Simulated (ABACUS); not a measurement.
Run report: Pt, geometry relaxation (part 1 of 4)

The run: geometry relaxation of Pt (Fm-3m, 1 atom in the cell). Method and program: Kohn-Sham DFT of a periodic cell, r2SCAN, SG15 ONCV 1.2 PBE, no spin polarisation (ABACUS 3.10.1).

The structure derives from an entry of the Crystallography Open Database.

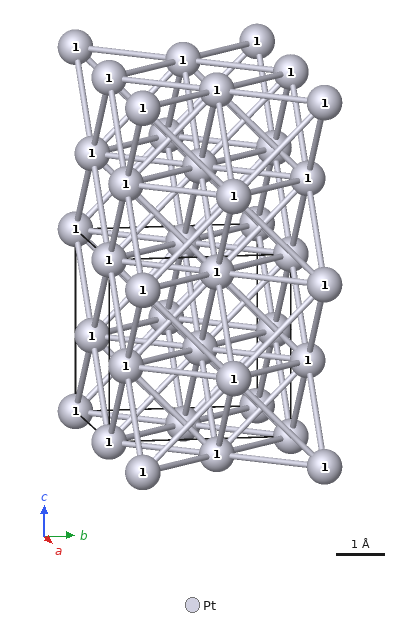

**Figure 1.** The structure as given in the input (ball-and-stick view of the cell 4 times as large as that of the calculation, set on its symmetry axes, repeated 2 × 1 × 2, seen slightly off an axis; atoms are numbered from 1 in the order of the input).

Summary

```csv
quantity,value
outcome,converged
space group (tolerance 0.01 Å),Fm-3m (225)
electrons treated,18
free energy,−3300.7344 eV
Fermi energy,22.668 eV
pressure,0.00 GPa
final volume,15.35 Å³
largest force (length of the vector) at the end,under 0.001 eV/Å
final cell,"a = 2.790 Å, b = 2.790 Å, c = 2.790 Å, α = 60.00°, β = 60.00°, γ = 60.00°"
hardware,"4 threads of Intel Xeon (Granite Rapids), 12 GiB of memory available, shared host"
wall time,96 s (CPU time 6.4 min)
peak memory,0.4 GiB
```

Remarks

Points of doubt noted for this run: home made orbitals. Spin–orbit coupling is left out, which matters for Pt.

The input
```
INPUT_PARAMETERS
suffix              Pt
calculation         cell-relax
basis_type          lcao
pseudo_dir          ./
orbital_dir         ./
symmetry            1
dft_functional      MGGA_X_R2SCAN+MGGA_C_R2SCAN
ecutwfc             100
pseudo_rcut         7
nspin               1
nbands              13
ks_solver           genelpa
smearing_method     fd
smearing_sigma      0.00367493
scf_thr             1e-07
scf_nmax            100
mixing_type         broyden
mixing_beta         0.7
cal_force           1
cal_stress          1
mixing_tau          1
out_mul             1
relax_nmax          60
force_thr_ev        0.02
relax_method        cg
out_stru            1
stress_thr          0.2
```

File STRU
```
ATOMIC_SPECIES
Pt 195.0840 Pt_ONCV_PBE-1.2.upf

NUMERICAL_ORBITAL
Pt_confined-atom_7au_3s2p2d1f.orb

LATTICE_CONSTANT
5.2404588053

LATTICE_VECTORS
0.0000000000 0.7071067812 0.7071067812
0.7071067812 0.0000000000 0.7071067812
0.7071067812 0.7071067812 0.0000000000

ATOMIC_POSITIONS
Cartesian

Pt
0.0
1
0.0000000000 0.0000000000 0.0000000000 1 1 1
```

File KPT
```
K_POINTS
0
Gamma
9 9 9 0 0 0
```

Run as:
```bash
OMP_NUM_THREADS=1 mpirun -np 4 abacus > log
```

Log
```
ABACUS v3.10.1

               Atomic-orbital Based Ab-initio Computation at UStc

 ------------------------------------------------------------------------------------

 READING GENERAL INFORMATION
                           global_out_dir = OUT.Pt/
                           global_in_card = INPUT
                               pseudo_dir = ./
                              orbital_dir = ./
                                    DSIZE = 4
                                    GSIZE = 1

 READING UNITCELL INFORMATION
                                    ntype = 1
                  lattice constant (Bohr) = 5.24046
              lattice constant (Angstrom) = 2.77313

 READING ATOM TYPE 1
                               atom label = Pt
                      L=0, number of zeta = 3
                      L=1, number of zeta = 2
                      L=2, number of zeta = 2
                      L=3, number of zeta = 1
             number of atom for this type = 1

                        TOTAL ATOM NUMBER = 1
CARTESIAN COORDINATES ( UNIT =       5.240458805300 Bohr ).
    atom                   x                   y                   z     mag                  vx                  vy                  vz
tauc_Pt1            0.0000000000        0.0000000000        0.0000000000  0.0000        0.0000000000        0.0000000000        0.0000000000

                          Volume (Bohr^3) = 101.764
                             Volume (A^3) = 15.0798

 Lattice vectors: (Cartesian coordinate: in unit of a_0)
                   +0           +0.707107           +0.707107
            +0.707107                  +0           +0.707107
            +0.707107           +0.707107                  +0
 Reciprocal vectors: (Cartesian coordinate: in unit of 2 pi/a_0)
            -0.707107           +0.707107           +0.707107
            +0.707107           -0.707107           +0.707107
            +0.707107           +0.707107           -0.707107
 The esolver type has been set to : ksdft_lcao

                PAO radial cut off (Bohr) = 7

 Read in pseudopotential file is Pt_ONCV_PBE-1.2.upf
                     pseudopotential type = NC
          exchange-correlation functional = PBE
                 nonlocal core correction = 0
                        valence electrons = 18
                                     lmax = 3
                           number of zeta = 0
                     number of projectors = 8
                           L of projector = 0
                           L of projector = 0
                           L of projector = 1
                           L of projector = 1
                           L of projector = 2
                           L of projector = 2
                           L of projector = 3
                           L of projector = 3
 XC functional updated to : MGGA_X_R2SCAN+MGGA_C_R2SCAN
          exchange-correlation functional = MGGA_X_R2SCAN+MGGA_C_R2SCAN
     initial pseudo atomic orbital number = 0

 SETUP THE ELECTRONS NUMBER
            electron number of element Pt = 18
      total electron number of element Pt = 18
            AUTOSET number of electrons:  = 18
                           occupied bands = 9
                                   NLOCAL = 26
                                   NBANDS = 13
                                   NBANDS = 13
                                   NLOCAL = 26

%%%%%%%%%%%%%%%%%%%%%%%%%%%%%%%%%%%%%%%%%%%%%%%%%%%%%%%%%%%%%%%%%%%%%%%%%%%%%%%%%%%%%%%%%%%%%%%%%%%%%%%%%%
 Warning: the number of valence electrons in pseudopotential > 10 for Pt: [Xe] 4f14 5d9 6s1
 Pseudopotentials with additional electrons can yield (more) accurate outcomes, but may be less efficient.
 If you're confident that your chosen pseudopotential is appropriate, you can safely ignore this warning.
%%%%%%%%%%%%%%%%%%%%%%%%%%%%%%%%%%%%%%%%%%%%%%%%%%%%%%%%%%%%%%%%%%%%%%%%%%%%%%%%%%%%%%%%%%%%%%%%%%%%%%%%%%

 SETUP THE PLANE WAVE BASIS
 energy cutoff for charge/potential (unit:Ry) = 400
            fft grid for charge/potential = [ 36, 36, 36 ]
                        fft grid division = [ 3, 3, 3 ]
        big fft grid for charge/potential = [ 12, 12, 12 ]
                                     nbxx = 432
                                     nrxx = 11664

 SETUP PLANE WAVES FOR CHARGE/POTENTIAL
                    number of plane waves = 13803
                         number of sticks = 757

 PARALLEL PW FOR CHARGE/POTENTIAL
     PROC   COLUMNS(POT)             PW
        1            189           3450
        2            189           3452
        3            190           3451
        4            189           3450
 --------------- sum -------------------
        4            757          13803
                            number of |g| = 187
                                  max |g| = 278
                                  min |g| = 0

----------- Double Check Mixing Parameters Begin ------------
mixing_type: broyden
mixing_beta: 0.7
mixing_gg0: 1
mixing_gg0_min: 0.1
mixing_ndim: 8
----------- Double Check Mixing Parameters End ------------

 LATTICE VECTORS: (CARTESIAN COORDINATE: IN UNIT OF A0)
                   +0           +0.707107           +0.707107
            +0.707107                  +0           +0.707107
            +0.707107           +0.707107                  +0
                       right hand lattice = 1
                                   NORM_A = 1
                                   NORM_B = 1
                                   NORM_C = 1
                           ALPHA (DEGREE) = 60
                           BETA  (DEGREE) = 60
                           GAMMA (DEGREE) = 60

 The lattice vectors have been changed (STRU_SIMPLE.cif)

(for optimal symmetric configuration:)
                             BRAVAIS TYPE = 3
                     BRAVAIS LATTICE NAME = 03. Cubic F (face-centered)
                                    ibrav = 3
                                    IBRAV = 3
                                  BRAVAIS = FACE CENTERED CUBIC
                       LATTICE CONSTANT A = 1.41421
Original cell was already a primitive cell.
                        ROTATION MATRICES = 48
              PURE POINT GROUP OPERATIONS = 48
                   SPACE GROUP OPERATIONS = 48
                              POINT GROUP = O_h
               POINT GROUP IN SPACE GROUP = O_h

 SETUP K-POINTS
                                    nspin = 1
                   Input type of k points = Monkhorst-Pack(Gamma)
                                   nkstot = 729
                       right hand lattice = 1
(for reciprocal lattice: )
                             BRAVAIS TYPE = 2
                     BRAVAIS LATTICE NAME = 02. Cubic I (body-centered)
                                    ibrav = 2
                       right hand lattice = 1
(for k-lattice: )
                             BRAVAIS TYPE = 2
                     BRAVAIS LATTICE NAME = 02. Cubic I (body-centered)
                                    ibrav = 2
                       right hand lattice = 1
                        ROTATION MATRICES = 48
                               nkstot_ibz = 35
K-POINTS REDUCTION ACCORDING TO SYMMETRY
     IBZ    DIRECT_X    DIRECT_Y    DIRECT_Z  WEIGHT  ibz2bz
       1  0.00000000  0.00000000  0.00000000  0.0014       0
       2  0.11111111  0.11111111  0.11111111  0.0110       1
       3  0.22222222  0.22222222  0.22222222  0.0110       2
       4  0.33333333  0.33333333  0.33333333  0.0110       3
       5  0.44444444  0.44444444  0.44444444  0.0110       4
       6  0.11111111  0.11111111  0.00000000  0.0082      10
       7  0.22222222  0.22222222  0.11111111  0.0329      11
       8  0.33333333  0.33333333  0.22222222  0.0329      12
       9  0.44444444  0.44444444  0.33333333  0.0329      13
      10 -0.44444444  0.44444444  0.44444444  0.0329      14
      11  0.44444444  0.33333333  0.33333333  0.0329      15
      12  0.22222222  0.22222222  0.33333333  0.0329      16
      13  0.22222222  0.11111111  0.11111111  0.0165      17
      14  0.22222222  0.22222222  0.00000000  0.0082      20
      15  0.33333333  0.11111111  0.33333333  0.0329      21
      16  0.44444444  0.44444444  0.22222222  0.0329      22
      17 -0.33333333  0.44444444  0.44444444  0.0329      23
      18 -0.44444444  0.33333333  0.33333333  0.0329      24
      19  0.44444444  0.22222222  0.22222222  0.0165      25
      20  0.33333333  0.33333333  0.00000000  0.0082      30
      21  0.44444444  0.44444444  0.11111111  0.0329      31
      22 -0.22222222  0.44444444  0.44444444  0.0329      32
      23 -0.33333333  0.33333333  0.33333333  0.0165      33
      24  0.44444444  0.44444444  0.00000000  0.0082      40
      25 -0.11111111  0.44444444  0.44444444  0.0165      41
      26  0.33333333  0.11111111  0.22222222  0.0329     102
      27  0.44444444  0.33333333  0.22222222  0.0658     103
      28 -0.44444444  0.44444444  0.33333333  0.0658     104
      29  0.44444444  0.33333333  0.11111111  0.0329     112
      30 -0.44444444  0.44444444  0.22222222  0.0658     113
[... 5 further k points ...]

                               nkstot now = 35
[... K-POINTS DIRECT COORDINATES: 35 rows ...]

           k-point number in this process = 35
       minimum distributed K point number = 35
[... stars of the k points ...]

[... K-POINTS CARTESIAN COORDINATES: 35 rows ...]

[... K-POINTS DIRECT COORDINATES: 35 rows ...]

 SETUP PLANE WAVES FOR WAVE FUNCTIONS
     energy cutoff for wavefunc (unit:Ry) = 100
              fft grid for wave functions = [ 36, 36, 36 ]
                    number of plane waves = 2445
                         number of sticks = 241

 PARALLEL PW FOR WAVE FUNCTIONS
     PROC   COLUMNS(POT)             PW
        1             60            611
        2             61            613
        3             60            611
        4             60            610
 --------------- sum -------------------
        4            241           2445

 SET NONLOCAL PSEUDOPOTENTIAL PROJECTORS
 max number of nonlocal projetors among all species is 8

 -------------------------------------------
 STEP OF RELAXATION : 1
 -------------------------------------------

 SETUP SEARCHING RADIUS FOR PROGRAM TO SEARCH ADJACENT ATOMS
                  longest orb rcut (Bohr) = 7
   longest nonlocal projector rcut (Bohr) = 3.08
                     search radius (Bohr) = 20.2
              searching radius is (Bohr)) = 20.2
         searching radius unit is (Bohr)) = 5.24
                         PeriodicBoundary = 1
                        Radius(unit:lat0) = 3.85
                                   glayer = [ 6, 6, 6 ]
                             glayer_minus = [ 5, 5, 5 ]

Find the coordinate range of the input atom(unit:lat0).
                                  min_tau = [ -7.07, -7.07, -7.07 ]
                                  max_tau = [ 7.07, 7.07, 7.07 ]
                                BoxNumber = [ 11, 11, 11 ]

 SETUP EXTENDED REAL SPACE GRID FOR GRID INTEGRATION
                          real space grid = [ 36, 36, 36 ]
                 big cell numbers in grid = [ 12, 12, 12 ]
             meshcell numbers in big cell = [ 3, 3, 3 ]
                        extended fft grid = [ 20, 20, 20 ]
                dimension of extened grid = [ 53, 53, 53 ]
                            UnitCellTotal = 125
              Atom number in sub-FFT-grid = 1
    Local orbitals number in sub-FFT-grid = 26
                                ParaV.nnr = 42081
                                 init_chg = atomic

 LCAO ALGORITHM --------------- ION=   1  ELEC=   1--------------------------------

 Density error is 0.0162802503417
----------------------------------------------------------
     Energy           Rydberg                 eV
----------------------------------------------------------
 E_KohnSham     -242.5837423583      -3300.5211382365
 E_Harris       -242.6926880564      -3302.0034205040
 E_Fermi        1.7184420157         23.3806030968
----------------------------------------------------------

 LCAO ALGORITHM --------------- ION=   1  ELEC=   2--------------------------------

 Density error is 0.0048077601961
----------------------------------------------------------
     Energy           Rydberg                 eV
----------------------------------------------------------
 E_KohnSham     -242.5989963585      -3300.7286795567
 E_Harris       -242.4614911622      -3298.8578253823
 E_Fermi        1.7042919770         23.1880819427
----------------------------------------------------------

 LCAO ALGORITHM --------------- ION=   1  ELEC=   3--------------------------------

 Density error is 0.000775051852898
----------------------------------------------------------
     Energy           Rydberg                 eV
----------------------------------------------------------
 E_KohnSham     -242.5990904064      -3300.7299591444
 E_Harris       -242.5592608513      -3300.1880502465
 E_Fermi        1.7056339220         23.2063400412
----------------------------------------------------------

 LCAO ALGORITHM --------------- ION=   1  ELEC=   4--------------------------------

 Density error is 0.000344477414652
----------------------------------------------------------
     Energy           Rydberg                 eV
----------------------------------------------------------
 E_KohnSham     -242.5990987305      -3300.7300723999
 E_Harris       -242.6176646506      -3300.9826747015
 E_Fermi        1.7074034696         23.2304159720
----------------------------------------------------------

 LCAO ALGORITHM --------------- ION=   1  ELEC=   5--------------------------------

 Density error is 0.000176414467106
----------------------------------------------------------
     Energy           Rydberg                 eV
----------------------------------------------------------
 E_KohnSham     -242.5990997938      -3300.7300868663
 E_Harris       -242.5886528928      -3300.5879494868
 E_Fermi        1.7066141180         23.2196762919
----------------------------------------------------------

 LCAO ALGORITHM --------------- ION=   1  ELEC=   6--------------------------------

 Density error is 1.3363910212e-05
----------------------------------------------------------
     Energy           Rydberg                 eV
----------------------------------------------------------
 E_KohnSham     -242.5991000474      -3300.7300903162
 E_Harris       -242.5997666883      -3300.7391604313
 E_Fermi        1.7069101279         23.2237037132
----------------------------------------------------------

 LCAO ALGORITHM --------------- ION=   1  ELEC=   7--------------------------------

 Density error is 5.5705589361e-06
----------------------------------------------------------
     Energy           Rydberg                 eV
```
